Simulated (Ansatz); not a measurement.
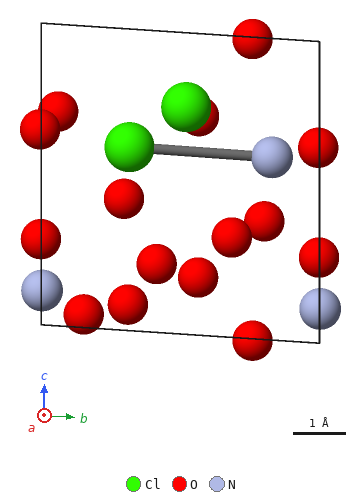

Starting frame of a dynamics run of an amorphous cell of composition NClO6 (16 atoms in the cell). The picture is a ball-and-stick view of the simulation cell, seen along the a axis. Bonds to atoms that aren't drawn are left out.

Theory: DFT, PAW plane waves, PBE (Ansatz).

The input:
```yaml
crystal:
  lattice:
    - [7.615859, 0.885454, -0.360335]
    - [0.185119, 5.453853, -0.350463]
    - [-0.639231, -0.123934, 5.886506]
  atoms:
    - { symbol: Cl, position: [0.11674, 0.316994, 0.608357] }
    - { symbol: Cl, position: [0.761295, 0.520902, 0.753461] }
    - { symbol: O, position: [0.646344, 0.311235, 0.085959] }
    - { symbol: O, position: [0.241309, 0.414673, 0.226708] }
    - { symbol: O, position: [0.330783, 0.801694, 0.392005] }
    - { symbol: O, position: [0.751101, 0.995648, 0.647796] }
    - { symbol: "N", position: [0.454248, 0.002622, 0.113907] }
    - { symbol: "N", position: [0.059947, 0.82957, 0.605669] }
    - { symbol: O, position: [0.209887, 0.759386, 0.993748] }
    - { symbol: O, position: [0.446094, 0.060509, 0.710908] }
    - { symbol: O, position: [0.401394, 0.566897, 0.726027] }
    - { symbol: O, position: [0.850972, 0.998496, 0.283951] }
    - { symbol: O, position: [0.648466, 0.684658, 0.331247] }
    - { symbol: O, position: [0.029071, 0.152383, 0.043777] }
    - { symbol: O, position: [0.531318, 0.297139, 0.435987] }
    - { symbol: O, position: [0.92807, 0.563646, 0.191213] }
kpoints:
  mp_grid: { grid: [2, 3, 3] }
magnetization:
  spin_polarized: false
scf:
  occupations: { method: cold, width: 0.15 }
hamiltonian:
  pseudopotentials: { kind: paw }
  xc: pbe
basis:
  ecutwfc: 420
md:
  timestep: 1.0
  n_steps: 30
  ensemble: nve
  temperature: 300.0
  initial_velocities: maxwell_boltzmann
  seed: 869598
```

Launched with:
```bash
ansatz run input.yaml --threads 2 --pin off --max-ram 2560MiB --backend cpu --events-out ev --progress --plain --runs-dir out
```

Q: Predict how the run goes.

A: Over the second half the temperature averages 3557 K (spread ±1605 K). It is well above the start because potential energy is released as heat. The potential energy is still drifting at the end, so the run hasn't reached equilibrium. The potential energy in the second half lies on average 395 meV per atom below the first frame. Root-mean-square distances from the starting positions over the second half, with the common drift of all atoms taken out: N 0.42 Å, O 0.29 Å, Cl 0.12 Å. The run lasts only 30 fs, too short to tell vibration from diffusion. Bond changes: one N–O bond forms at about 23 fs. The total energy moves between −13 and 8.9 meV per atom from its start, in jumps that begin near 25 fs. That is too much for reliable dynamics.

Along the run (each row but the first and the last is the mean over the interval that it begins):

| time (fs) | potential energy (meV/atom) | T (K) |
| --- | --- | --- |
| 0.0 | 0.0 | 300 |
| 3.0 | -8.3 | 369 |
| 6.0 | -22.7 | 487 |
| 9.0 | -46.3 | 683 |
| 12.0 | -82.9 | 984 |
| 15.0 | -138.5 | 1445 |
| 18.0 | -224.2 | 2152 |
| 21.0 | -359.4 | 3270 |
| 24.0 | -571.1 | 5008 |
| 27.0 | -626.7 | 5434 |
| 30.0 | -558.7 | 4984 |

The paths of the atoms:

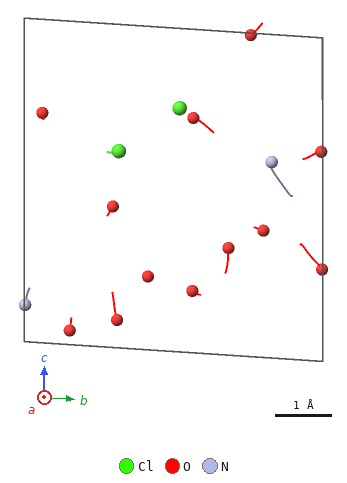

Limits of the set-up: the k-point mesh is coarse for a cell with partly filled bands; the periodic images lie only 5.5 Å apart, so the values are limited by the cell's size.

The run took 98 s on 2 threads of AMD EPYC 7R13 Processor (Zen 3), on a shared host, peak memory 0.67 GiB.
